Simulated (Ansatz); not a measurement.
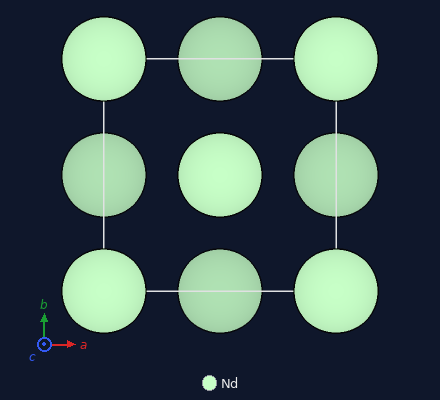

The structure, seen along [001]; the drawing may span several cells.

Given this structure, the input geometry of an electronic-structure calculation (not necessarily at equilibrium); the starting structure was generated, so it need not be a known form of this composition, written in its standard cell:

```
Nd
1.0
     5.15215    0.00000    0.00000
     0.00000    5.15215    0.00000
     0.00000    0.00000    5.15215
Nd
4
Direct
  0.00000 0.00000 0.00000
  0.00000 0.50000 0.50000
  0.50000 0.00000 0.50000
  0.50000 0.50000 0.00000
```

**Predict the [001] zone-axis pattern (200 kV, kinematic, B = 1 Å²).**

The spots form a square net with both shortest vectors at d = 2.58 Å, 90.0° apart. They are 2 0 0 and 0 2 0. The pattern has symmetry 4mm. The lattice centring (F) removes all reflections that break h + k = 2n, h + l = 2n.

Strongest reflections with d > 0.80 Å, one of each family (|F|² from tabulated Gaussian fits of the electron scattering factors, times a small damping for the curvature of the Ewald sphere):

```json
{"hkl": "2 0 0", "d (Å)": "2.576", "I (strongest = 100)": "100"}
{"hkl": "2 2 0", "d (Å)": "1.822", "I (strongest = 100)": "51"}
{"hkl": "4 0 0", "d (Å)": "1.288", "I (strongest = 100)": "21"}
{"hkl": "4 2 0", "d (Å)": "1.152", "I (strongest = 100)": "15"}
{"hkl": "4 4 0", "d (Å)": "0.911", "I (strongest = 100)": "6"}
{"hkl": "6 0 0", "d (Å)": "0.859", "I (strongest = 100)": "5"}
```

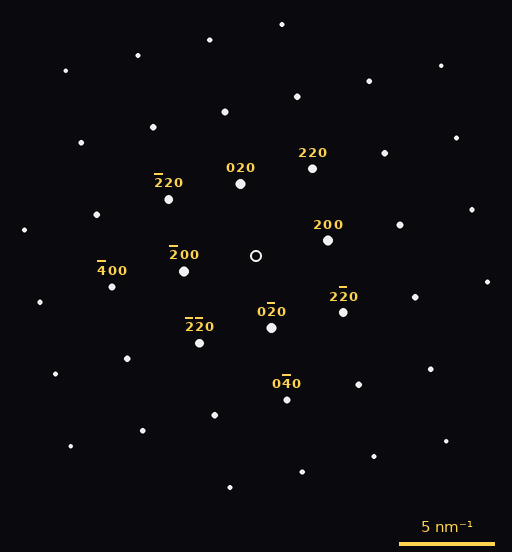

Calculated pattern, seen from the source side with [001] pointing towards the source.
